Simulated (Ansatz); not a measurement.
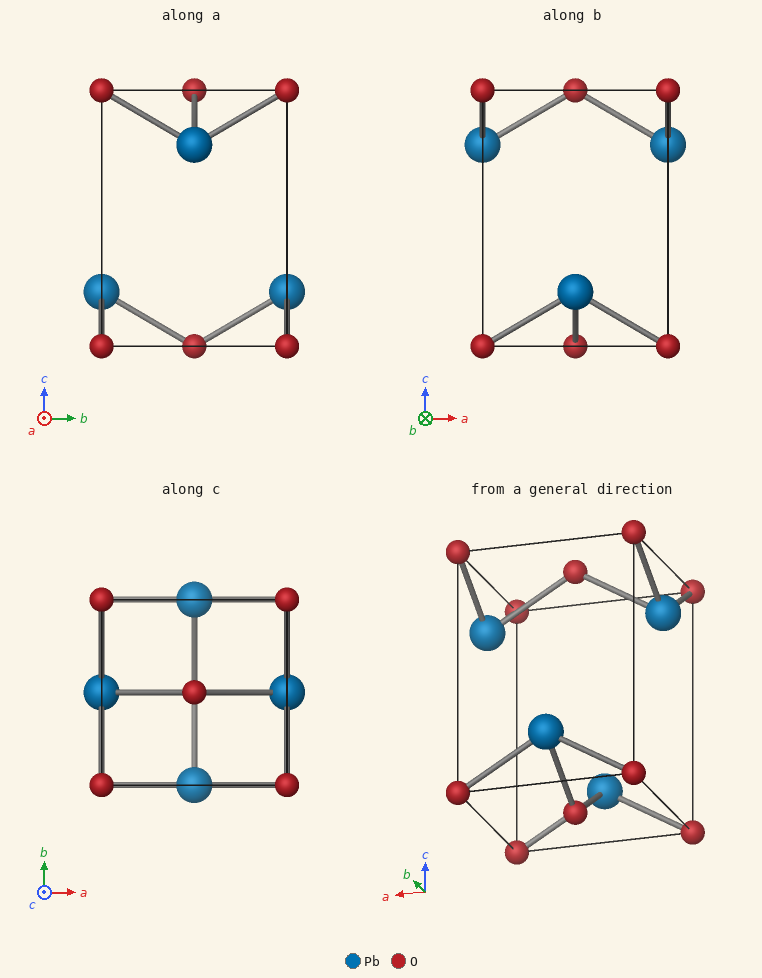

This ball-and-stick model is shown along the a axis, along the b axis, along the c axis and from a general direction. The conventional unit cell is drawn as a box.

**Read off the composition.**

PbO. The cell holds 2 Pb, 2 O, counting shared atoms by their share.

**What are the crystal system and the lattice centring?**

Primitive tetragonal.

**Which space group does it belong to?**

P4/nmm (No. 129), with Pb on 2c and O on 2a.

**What kind of network do the bonds form?**

The bonds build PbO layers parallel to (001).

Its origin is a structure type known for this compound. Earlier steps of the study may have refined or changed the cell and positions. It went into a calculation with Ansatz.
